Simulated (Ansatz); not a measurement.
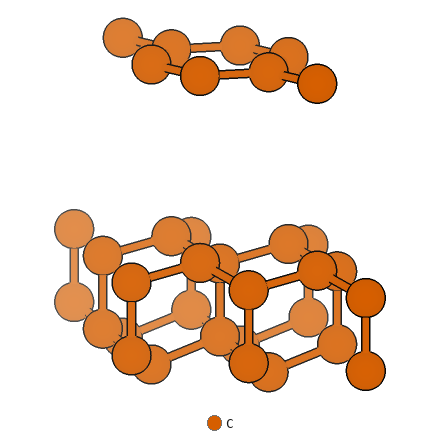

The system is CO on a C(111) slab cut from the Fd-3m phase, its upper half relaxed before the scan (24 atoms of substrate and one adsorbate in a 2 × 2 cell); the picture shows it without the atoms that are moved over the map. 
- CO stands on one site of a rigid substrate at a fixed height and bond length while its axis is turned; it sits over a top site over C24, heights counted from the top plane; the height is held at 1.57 Å.
- Coordinates scanned: (1) tilt of the C25-O26 axis from the surface normal; (2) azimuth of the C25-O26 axis from the long diagonal of the hexagonal surface cell.
- Grid: 7 × 12 points; 19 points were computed and 65 follow by symmetry.
- Points are written as (first, second).
- Energies are in eV, from the lowest grid point.
- The calculation used DFT PBE, scalar-relativistic, plane waves, PAW in Ansatz. Settings: cutoff 420 eV, k-mesh 6×6×1, gaussian smearing 0.05 eV, no spin polarisation.

Range: tilt of the C25-O26 axis from the surface normal from 0 to 90°; azimuth of the C25-O26 axis from the long diagonal of the hexagonal surface cell from 0 to 330°.

Question: What will the energy surface look like?

Answer: The lowest grid point is at (0°, 0°). At zero tilt the molecule stands upright and the azimuth has no meaning. The highest grid point, (90°, 30°), lies 3.78 eV above the lowest.

| second ↓, first → | 0 | 15 | 30 | 45 | 60 | 75 | 90 |
| --- | --- | --- | --- | --- | --- | --- | --- |
| 330 | 0.00 | 0.00 | 0.03 | 0.15 | 0.57 | 1.67 | 3.78 |
| 300 | 0.00 | 0.00 | 0.02 | 0.10 | 0.42 | 1.36 | 3.62 |
| 270 | 0.00 | 0.00 | 0.03 | 0.15 | 0.57 | 1.67 | 3.78 |
| 240 | 0.00 | 0.01 | 0.04 | 0.21 | 0.72 | 1.77 | 3.05 |
| 210 | 0.00 | 0.00 | 0.03 | 0.15 | 0.57 | 1.67 | 3.78 |
| 180 | 0.00 | 0.00 | 0.02 | 0.10 | 0.42 | 1.36 | 3.62 |
| 150 | 0.00 | 0.00 | 0.03 | 0.15 | 0.57 | 1.67 | 3.78 |
| 120 | 0.00 | 0.01 | 0.04 | 0.21 | 0.72 | 1.77 | 3.05 |
| 90 | 0.00 | 0.00 | 0.03 | 0.15 | 0.57 | 1.67 | 3.78 |
| 60 | 0.00 | 0.00 | 0.02 | 0.10 | 0.42 | 1.36 | 3.62 |
| 30 | 0.00 | 0.00 | 0.03 | 0.15 | 0.57 | 1.67 | 3.78 |
| 0 | 0.00 | 0.01 | 0.04 | 0.21 | 0.72 | 1.77 | 3.05 |

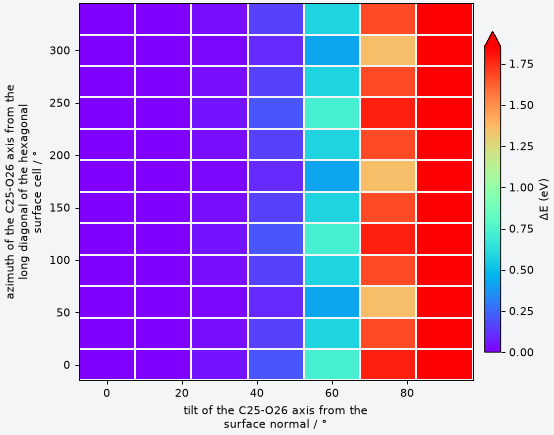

In the figure: one coloured cell a grid point, one colour for all values above the top of the scale.

Each point was launched as `ansatz run input.yaml --threads 2 --pin off --max-ram 6144MiB --backend cpu --events-out ev --progress --plain --runs-dir out`. Time for the 19 points that were run: 26 min on 2 threads of Arm Neoverse N1 (shared host).

PAW datasets: the set soft_1.
